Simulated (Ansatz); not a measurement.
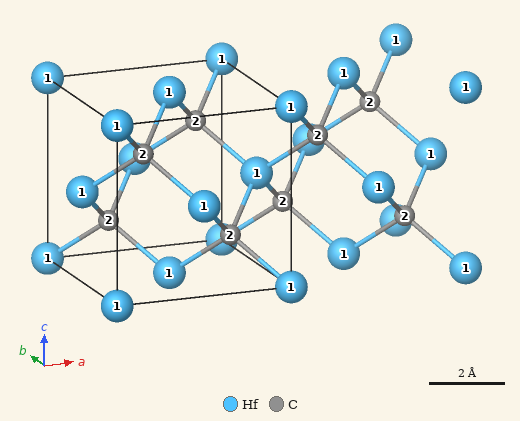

This is solid HfC (built on the zincblende type). Style: ball-and-stick. Shown: the conventional cell (4 times the calculation's cell), repeated 2 × 1 × 1 with one cell outlined, slightly off an axis. Lengths and directions refer to the drawn axes.

All numbers below come from Ansatz 0.2.0, DFT PBE, scalar-relativistic, plane waves, PAW. (plane-wave cutoff 420 eV; k-point mesh 12 × 12 × 12; occupations gaussian; smearing width 0.05 eV; no spin polarisation)

Now this is done to it. The cell is strained by +2.0 % along a and none across it (volume +1.9 %), the atoms keeping their fractional coordinates. No relaxation follows.

Question: What is the effect?

Answer: It costs 3.5 meV per atom. Pressure: −0.2 GPa before, −3.0 GPa after. The principal stresses (compression positive) are −3.5 GPa along a and −2.8 GPa across it. All forces vanish by symmetry. The gap on the k-mesh: 0.29 eV before, 0.31 eV after. Among the bonded contacts that change: C–Hf 2.185 → 2.199 Å. The space group (tolerance 0.01 Å) goes from F-43m (No. 216) to I-4m2 (No. 119).

The changed structure in the same view:

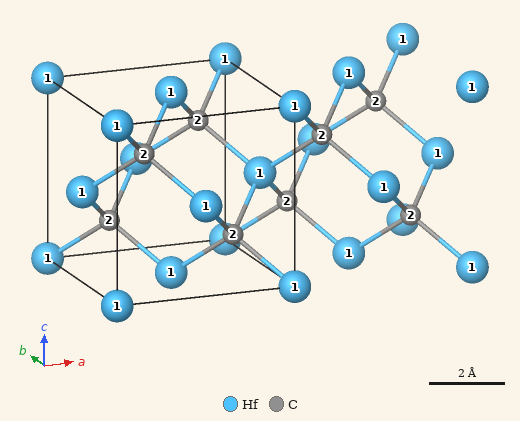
